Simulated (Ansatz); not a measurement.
# MnS: what the fields show

```
Mn S
1.0
     3.70816    0.00000    0.00000
    -1.85408    3.21136    0.00000
     0.00000    0.00000    9.03005
Mn S
3 3
Direct
  0.00000 0.00000 0.00000
  0.66667 0.33333 0.33333
  0.33333 0.66667 0.66667
  0.33333 0.66667 0.16667
  0.00000 0.00000 0.50000
  0.66667 0.33333 0.83333
```

Space group R-3m; a structure from a database of computed crystals, not necessarily the ambient phase; computed pressure about −4 GPa in this cell; spin-polarised.

Level of theory: Kohn-Sham DFT of a periodic cell, PBE, Ansatz PAW (Ansatz 0.2.0).

Core electrons are frozen (PAW), and the valence fields are smoothed inside the atomic spheres.

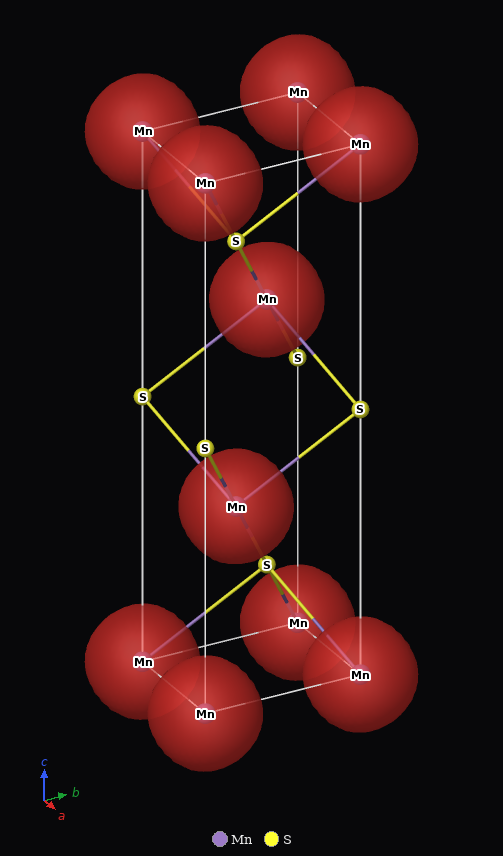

Figure 1. Isosurface of the spin density (up minus down) at +0.2 e/Å³ (red), seen slightly off an axis. Sticks mark near contacts.

Q: Where is the spin, and how is it ordered?

A: The spin density sits on Mn: +4.2 μB (×3) in one cell of 6 atoms, with smaller moments on S (up to +0.15 μB): parallel main moments, as they must be, since the calculation's own cell holds one magnetic site. The cell of the calculation (2 atoms) carries 4.7 μB of net spin moment.

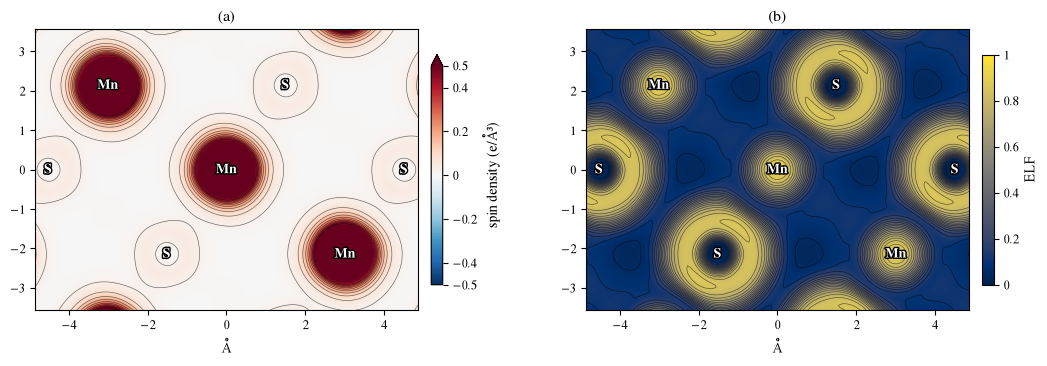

Figure 2. (a) spin density (up minus down); (b) ELF on the (110) plane of the conventional cell.

Q: Describe what can be read from this map.

A:
- The section cuts through Mn and S sites.
- Mn–S (2.62 Å): the ELF peaks at about 0.85 in the valence shell of S, 0.8 Å from its nucleus, and is about 0.40 at the midpoint.
- The features right at Mn lie inside the PAW spheres, where the map follows smoothed inner orbitals and isn't to be read closely.

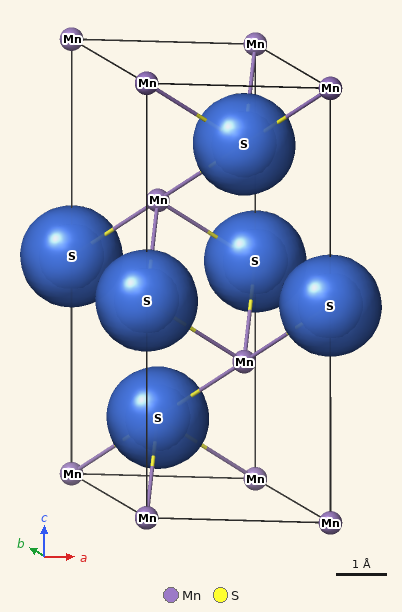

Figure 3. Isosurface of the ELF at 0.8 (blue), seen slightly off an axis. Core shells and regions of very low density are left out. Sticks mark near contacts.

Q: Describe the localisation domains.

A: At this value the surface marks out three regions wrapped around S (the valence shell of each), counted in one cell of 6 atoms. Any copies at cell faces, edges or corners count once.

Q: Metal or insulator at this level of theory?

A: It is metallic or semimetallic at this level of theory: no gap opens; semilocal functionals without U, or without the true magnetic order, often close the gap of such compounds.
